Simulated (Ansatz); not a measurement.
## ZnInGaO4: geometry relaxation (part 3 of 3)

The same run, continued: ZnInGaO4 (R3m, 7 atoms in the cell); DFT PBEsol, scalar-relativistic, plane waves, PAW, PAW set soft_1, no spin polarisation (Ansatz 0.2.0); cutoff 420 eV, 9×9×9 k-mesh, Gaussian smearing of 0.02 eV. The structure derives from a Materials Project entry.

Geometry of the input (Å; fractional positions):
```
1.6803  0.9701  8.7134
-1.6803  0.9701  8.7134
0.0000  -1.9403  8.7134
Zn 0.2184  0.2184  0.2184
In 0.0028  0.0028  0.0028
Ga 0.7870  0.7870  0.7870
O  0.2951  0.2951  0.2951
O  0.7114  0.7114  0.7114
O  0.1217  0.1217  0.1217
O  0.8636  0.8636  0.8636
```

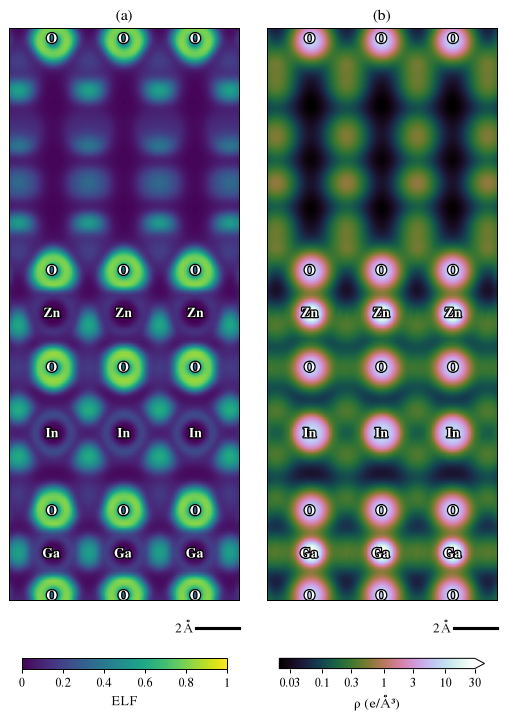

(a) electron localisation function; (b) valence pseudo-density on the (100) plane of the conventional cell. Zn–O (1.97 Å): the density is about 0.62 e/Å³ at the midpoint; the ELF is about 0.25 at the midpoint. Ga–O (1.95 Å): ρ at the midpoint is about 0.67 e/Å³; the ELF is about 0.35 at the midpoint. Away from the nuclei the density in this plane falls to 0.02 e/Å³ at its lowest. In a PAW calculation such maps are meaningful between the atoms, not at the nuclei.

**Results in brief**

```json
{"quantity": "outcome", "value": "converged"}
{"quantity": "space group (tolerance 0.01 Å)", "value": "R3m (160)"}
{"quantity": "electrons treated", "value": "62"}
{"quantity": "free energy", "value": "−14794.6590 eV"}
{"quantity": "Fermi energy", "value": "8.898 eV"}
{"quantity": "gap on the k-point mesh", "value": "1.17 eV"}
{"quantity": "pressure", "value": "0.00 GPa"}
{"quantity": "final volume", "value": "81.70 Å³"}
{"quantity": "largest force (length of the vector) at the end", "value": "0.001 eV/Å"}
{"quantity": "final cell", "value": "a = 8.795 Å, b = 8.795 Å, c = 8.795 Å, α = 21.73°, β = 21.73°, γ = 21.73°"}
{"quantity": "wall time", "value": "5 min (CPU time 9.9 min)"}
{"quantity": "peak memory", "value": "0.52 GiB"}
```

**Remarks**

Warnings of the run: the PAW datasets were made with another functional.
